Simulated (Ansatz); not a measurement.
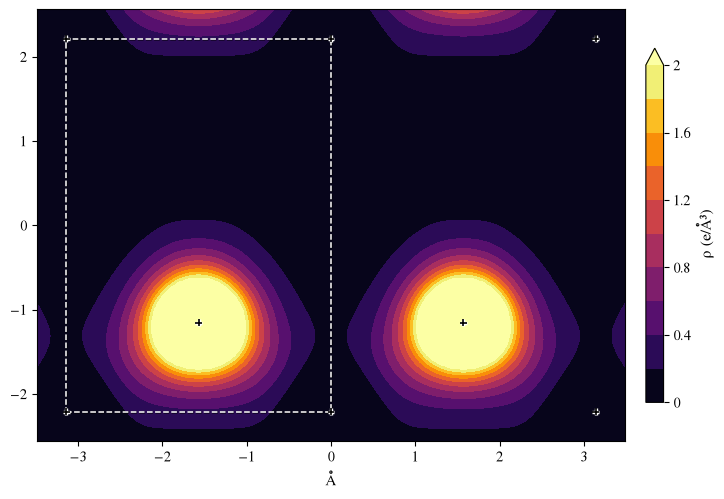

The valence electron density on a plane through atoms (crosses mark nuclei in the plane).

All numbers below come from Ansatz 0.2.0, DFT r2SCAN, scalar-relativistic, plane waves, PAW.

Candidates:
A. Rh, a = 2.73 Å, b = 2.73 Å, c = 4.43 Å, α = 90.00°, β = 90.00°, γ = 120.00°. Space group P6₃/mmc; a structure from a database of computed crystals, not necessarily the ambient phase; computed pressure about −10 GPa in this cell; computed without spin polarisation.
B. AlGaN₂, a = 3.14 Å, b = 3.14 Å, c = 4.42 Å, α = 90.00°, β = 90.00°, γ = 90.00°. Space group P-4m2; a structure from a database of computed crystals, not necessarily the ambient phase.
C. AlNi, a = 2.86 Å, b = 2.86 Å, c = 2.87 Å, α = 90.00°, β = 90.00°, γ = 89.99°. Space group P4/mmm; a structure from a database of computed crystals, not necessarily the ambient phase; computed without spin polarisation.

Which candidate gave the map?

Candidate B: AlGaN₂ on the (100) plane of the conventional cell, which holds Al and N. Al–N (1.89 Å): the density is about 0.7 e/Å³ at the midpoint.
